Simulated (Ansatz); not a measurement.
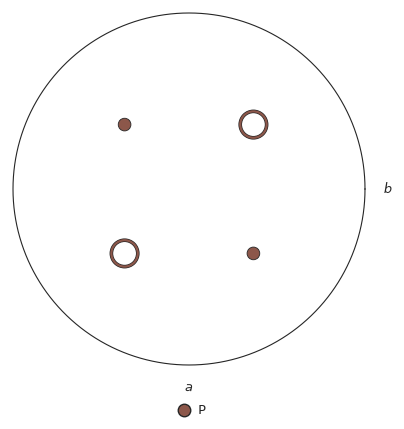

Directions from one aluminium atom at (0, 0, 0) to its bonded neighbours, in stereographic projection down c (filled: above the plane of the page or in it, open: below). Crystal: AlP, the geometry relaxed with DFT, PBEsol, plane waves, PAW in Ansatz 0.2.0. The drawing is computed from the coordinates (standard cell, symmetry found to 0.002 Å).

Neighbours are counted up to 2.78 Å for P.

```yaml
crystal:
  lattice:
    - [5.47039, 0.00000, 0.00000]
    - [0.00000, 5.47039, 0.00000]
    - [0.00000, 0.00000, 5.47039]
  atoms:
    - { symbol: Al, position: [0.00000, 0.00000, 0.00000] }
    - { symbol: P, position: [0.25000, 0.25000, 0.25000] }
    - { symbol: Al, position: [0.00000, 0.50000, 0.50000] }
    - { symbol: P, position: [0.25000, 0.75000, 0.75000] }
    - { symbol: Al, position: [0.50000, 0.00000, 0.50000] }
    - { symbol: P, position: [0.75000, 0.25000, 0.75000] }
    - { symbol: Al, position: [0.50000, 0.50000, 0.00000] }
    - { symbol: P, position: [0.75000, 0.75000, 0.25000] }
```

**How many neighbours are there, and at what angles?**

4: 4 P at 2.37 Å. Angles between bonds: 109° (6×).

**What is the site's symmetry in the crystal?**

Point group -43m (Td), order 24: three −4 axes, four threefold axes, six mirror planes. In F-43m, No. 216 this is Wyckoff position 4a.
